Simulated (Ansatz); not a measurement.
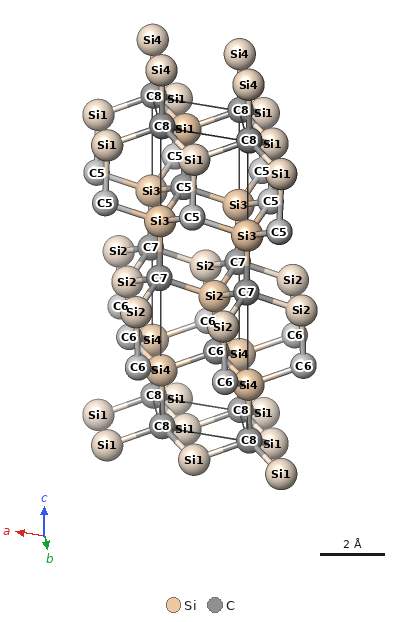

Figure 1. The structure as given in the input (ball-and-stick view of the cell of the calculation, seen at an oblique angle; neighbours outside the cell are drawn fainter; atoms are numbered from 1 in the order of the input). An atom can appear more than once, as a periodic image.

## SiC: a failed or faulty run and its cure

System: SiC (Cmc2₁, 8 atoms in the cell).
Method of run A: DFT, LDA, plane waves, PAW, PAW set soft_1, Ueff = 30 eV on C f (Ansatz 0.2.0).

The structure derives from a Materials Project entry. Text and figures count atoms from 1; the logs count them from 0 in places.

**The input, run A**
```yaml
crystal:
  lattice:
    - [3.0584677755, 0.0, 0.0]
    - [-1.5292338877, 2.463301035, 0.0]
    - [0.0, 0.0, 10.0120151167]
  atoms:
    - { symbol: Si, position: [0.6459962333, 0.2919924665, 0.9378428256] }
    - { symbol: Si, position: [0.3540037667, 0.7080075335, 0.4378428256] }
    - { symbol: Si, position: [0.0090300749, 0.0180601498, 0.6879007609] }
    - { symbol: Si, position: [-0.0090300749, -0.0180601498, 0.1879007609] }
    - { symbol: C, position: [0.6729327088, 0.3458654176, 0.7498079005] }
    - { symbol: C, position: [0.3270672912, 0.6541345824, 0.2498079005] }
    - { symbol: C, position: [0.020453165, 0.0409063301, 0.500447513] }
    - { symbol: C, position: [-0.020453165, -0.0409063301, 0.000447513] }
basis:
  ecutwfc: 520.0
kpoints:
  mp_grid: { grid: [12, 12, 4] }
hamiltonian:
  xc: lda
  pseudopotentials: { kind: paw, azcp: { folder: soft_1 } }
  hubbard: { sites: [{ species: C, l: f, u_eff: 30.0 }] }
scf:
  occupations: { method: gaussian, width: 0.05 }
  max_iter: 60
output:
  forces: true
  eigenvalues: true
  stress: true
```

Command:
```bash
ansatz run input.yaml --threads 2 --pin off --max-ram 4096MiB --backend cpu --events-out ev --progress --plain --runs-dir out
```

Hardware: 2 threads of Arm Neoverse N1, 98 GiB of memory available, shared host.

**Output (run A)**
```
Error: inconsistent input (hamiltonian.hubbard.sites[].l, hamiltonian.hubbard.sites[].shell): the file of C doesn't list 4f, and it can't be added: PBE doesn't bind the shell 4f of the free atom, whose level lies at +1.13 eV. Type an atom or ion with it (hamiltonian.pseudopotentials.projection_atoms), take another file or name another shell
```

What went wrong, and how is the input to be mended?

Answer. The input was spoiled on purpose: a U on a shell that isn't there (`hamiltonian.hubbard`). The program refused the input: “inconsistent input (hamiltonian.hubbard.sites[].l, hamiltonian.hubbard.sites[].shell): the file of C doesn't list 4f, and it can't be added: PBE doesn't bind the shell 4f of the free atom, whose level lies at +1.13 eV …”

A run of the same system that converges differs from this input as follows (lines with − go, lines with + come):
```diff
-  hubbard: { sites: [{ species: C, l: f, u_eff: 30.0 }] }
-  max_iter: 60
```

**Output, shortened to warnings, some set-up lines, iterations and results (run B)**
```
Warning: [file] the record states the generating functional pbe (its physics header spells it `PBE`), which answers neither for hamiltonian.xc's functional nor for the lda family's — results may be inconsistent (PPs are generated against a specific XC)
Warning: [file] the record states the generating functional pbe (its physics header spells it `PBE`), which answers neither for hamiltonian.xc's functional nor for the lda family's — results may be inconsistent (PPs are generated against a specific XC)
Basis set: ecut = 520 eV, 2061 PW (Γ)
Symmetry: 4 space group operations
k-points: 129 of 576 (time reversal used)
Initial density: superposition of atomic densities (chi_scale 0.1, normalization cell, long waves kept (reshape's long-wave potential 0.00 eV rms))
[...]
SCF iter   1: F=—  HF=-3415.384139 eV  |F-HF|=—  |Δ(HF+E_count)|=         —  Δρ=1.58e-1  dr2=2.20e1  ethr=3.10e-3  ⟨swp⟩=6.9  Hψ=18214  notcnv=0  defer=23
SCF iter   2: F=—  HF=-3408.182572 eV  |F-HF|=—  |Δ(HF+E_count)|=    7.20e0  Δρ=3.64e-2  dr2=6.82e-1  ethr=3.10e-3  ⟨swp⟩=4.4  Hψ=8653  notcnv=0  defer=364
SCF iter   3: F=—  HF=-3407.994593 eV  |F-HF|=—  |Δ(HF+E_count)|=   1.88e-1  Δρ=1.26e-2  dr2=5.83e-2  ethr=2.13e-3  ⟨swp⟩=2.7  Hψ=5352  notcnv=0  defer=364
SCF iter   4: F=—  HF=-3407.982240 eV  |F-HF|=—  |Δ(HF+E_count)|=   1.24e-2  Δρ=7.93e-4  dr2=5.89e-4  ethr=1.82e-4  ⟨swp⟩=3.0  Hψ=5380  notcnv=0  defer=364
SCF iter   5: F=—  HF=-3407.982212 eV  |F-HF|=—  |Δ(HF+E_count)|=   2.78e-5  Δρ=3.11e-4  dr2=2.35e-4  ethr=1.84e-6  ⟨swp⟩=2.7  Hψ=5629  notcnv=0  defer=235
SCF iter   6: F=—  HF=-3407.982154 eV  |F-HF|=—  |Δ(HF+E_count)|=   5.83e-5  Δρ=7.77e-5  dr2=3.20e-6  ethr=7.34e-7  ⟨swp⟩=2.0  Hψ=4032  notcnv=0  defer=235
SCF iter   7: F=—  HF=-3407.982152 eV  |F-HF|=—  |Δ(HF+E_count)|=   1.72e-6  Δρ=2.04e-5  dr2=1.26e-7  ethr=9.99e-9  ⟨swp⟩=2.3  Hψ=4859  notcnv=0  defer=235
SCF iter   8: F=-3407.982152 eV  HF=-3407.982152 eV  |F-HF|=1.67e-9  |Δ(HF+E_count)|=   6.47e-8  Δρ=4.02e-6  dr2=4.20e-9  ethr=3.13e-10  ⟨swp⟩=13.5  Hψ=17833  notcnv=0
SCF 1 converged in 8 iterations: F = -3407.982152 eV  dr2 = 4.20e-9
SCF converged after 8 iterations
Free energy (F): -3407.982152 eV
Harris-Foulkes:  -3407.982152 eV  (|F-HF|=1.67e-9)
Internal energy: -3407.982152 eV  (E = F + TS)
E sigma→0 (E₀):  -3407.982152 eV
Fermi energy:    11.598073 eV
--- Per-component energies (eV) ---
  E_band       = 139.263137
  E_kinetic    = 553.761997
  E_local      = -367.158599  (includes V_loc(G=0)·N_el)
  E_nonlocal   = 193.685055
  E_hartree    = 123.583471
  E_xc         = -426.437691
  E_vxc        = -443.551540  (∫ρ·V_xc dr)
  E_paw        = -2312.221672  (= ΣΔE_a)
  E_vpaw       = -44.640308  (= ΣTr[D̂ρ^β])
  E_aug_tail   = 0.000040  (compensation charges beyond the density's cutoff)
  E_ewald      = -1173.783407
  E_core_change = 0.588653  (= ΣΔE_core)
  E_smearing   = -0.000000  (= −TS)
  E_closure    = 0.000000  (closes the sum)
  Σ components = -3407.982152   (vs F -3407.982152, Δ=0.00e0)
--- Forces (eV/Å), atoms counted from 1 ---
  atom   1  Si    -0.00000000    -0.67835599    -0.60397965
  atom   2  Si     0.00000000     0.67835599    -0.60397965
  atom   3  Si     0.00000000     0.75355476    -0.54189863
  atom   4  Si    -0.00000000    -0.75355476    -0.54189863
  atom   5  C     -0.00000000    -1.17328964     0.55406728
  atom   6  C      0.00000000     1.17328964     0.55406728
  atom   7  C     -0.00000000    -1.16178308     0.59178782
  atom   8  C      0.00000000     1.16178308     0.59178782
  max |Σ_I F_I| component: 4.64e-5 eV/Å
--- Stress (GPa, compression-positive) ---
        9.078688       0.000000      -0.000000
        0.000000      48.687685       0.000000
       -0.000000       0.000000       3.201973
  P = ⅓ Tr σ = 20.3228 GPa (203.228 kbar)
```

**The two runs side by side**

| quantity | run A | run B |
| --- | --- | --- |
| outcome | refused | converged |
| free energy per atom (eV) | – | −425.9978 |
| gap on the mesh (eV) | – | 1.46 |
| pressure (GPa) | – | 20.32 |
| volume per atom (Å³) | – | 9.43 |
| largest force (eV/Å) | – | 1.304 |
| SCF iterations | – | 8 |
| irreducible k-points | – | 129 |
| plane waves at Γ | – | 2061 |

Notes on run B: The program warns: the PAW datasets were made with another functional.
